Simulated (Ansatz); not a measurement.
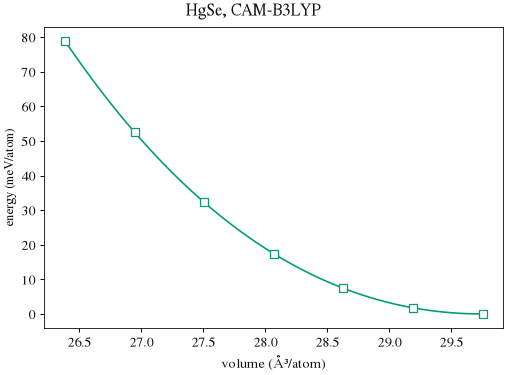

The figure shows the energy against volume for HgSe, space group F-43m (No. 216).

Starting cell:
```
Hg Se
1.0
     0.00000    3.03900    3.03900
     3.03900    0.00000    3.03900
     3.03900    3.03900    0.00000
Hg Se
1 1
Cartesian
  0.0000 0.0000 0.0000
  4.5585 4.5585 4.5585
```

Method: plane-wave DFT, no spin polarisation; energies at scaled volumes of the given cell, shape and fractions fixed, counted from the fit's minimum, third-order Birch-Murnaghan fit (Ansatz 0.2.0). Level: CAM-B3LYP.

k mesh 4×4×4; occupations Fermi–Dirac; smearing width 0.05 eV; potentials Ansatz PAW; wave cutoff 420 eV; density cutoff 1680 eV.

This calculation gives: equilibrium volume 29.75 Å³/atom and bulk modulus 52.5 GPa.

Now the level changes from CAM-B3LYP to LDA. The second calculation uses k mesh 8×8×8. How do these quantities change?

The equilibrium volume falls from 29.75 to 27.87 Å³/atom (−6.3 %) and the bulk modulus rises from 52.5 to 57.9 GPa (+10 %).

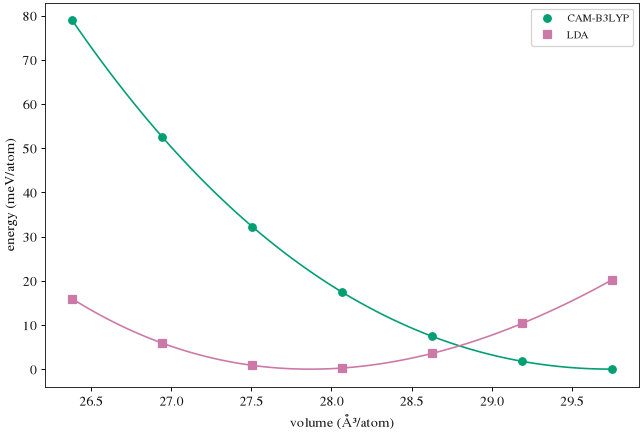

The two results together.

For CAM-B3LYP, limits of the calculation: coarse k mesh; the fit and the printed pressures don't fully agree, or the minimum lies near the end of the range; the functional was run on potentials made for another functional; spin-orbit coupling left out, heavy elements.

For LDA, limits of the calculation: spin-orbit coupling left out, heavy elements.

V0 and the bulk modulus come from third-order Birch–Murnaghan fits.
